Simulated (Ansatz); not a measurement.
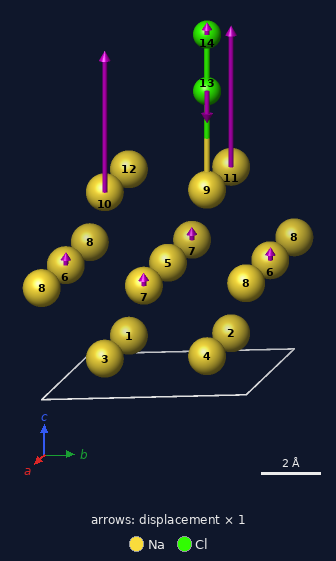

This is a constrained relaxation of a slab of composition Na6Cl (cut from the Im-3m phase). The starting structure is drawn; purple arrows show the displacements, at their true length.

A ball-and-stick model of the cell of the calculation, outlined in the plane, without the vacuum, seen slightly off an axis.

Case: 1 Cl2 a cell, upright, over a top Na site. The slab is the (1 1 0) face of Na with Cl2 on it. 4 atoms are held fixed.

The calculation used Ansatz, DFT PBE+D3(BJ), scalar-relativistic, plane waves, PAW. (plane-wave cutoff 420 eV; k-point mesh 3 × 3 × 1; occupations gaussian; smearing width 0.1 eV; no spin polarisation; dipole correction; atoms relaxed in a fixed cell; force threshold 0.04 eV/Å; at most 100 steps)

### Which element moves most?

Sodium: up to 4.99 Å, against 1.14 Å for chlorine.

### Describe the change and its energy.

The largest moves, 4.99 Å, are those of Na10 and Na11. Na10 goes along the normal (+c). By element the largest moves are Na 4.99 Å, Cl 1.14 Å. The cell doesn't change. Near-neighbour distances that change, for instance: Cl13–Cl14 1.998 → 3.571 Å, Na9–Cl13 3.480 → 2.493 Å. Bonds break: Cl13–Cl14 (2.00 → 3.57 Å). The energy falls by 2.865 eV per cell of the calculation in 31 accepted moves (33 points after the start). The largest force component goes from 2.2 to 0.034 eV/Å. 2 steps only repeated the SCF at the same geometry. The forces were under the threshold at step 26, but the run went on from there. The run took 6.9 min on 4 threads of Arm Neoverse V1, on a shared host, peak memory 1.9 GiB.

Limits of the set-up: the periodic images lie only 7.1 Å apart, so the values are limited by the cell's size.
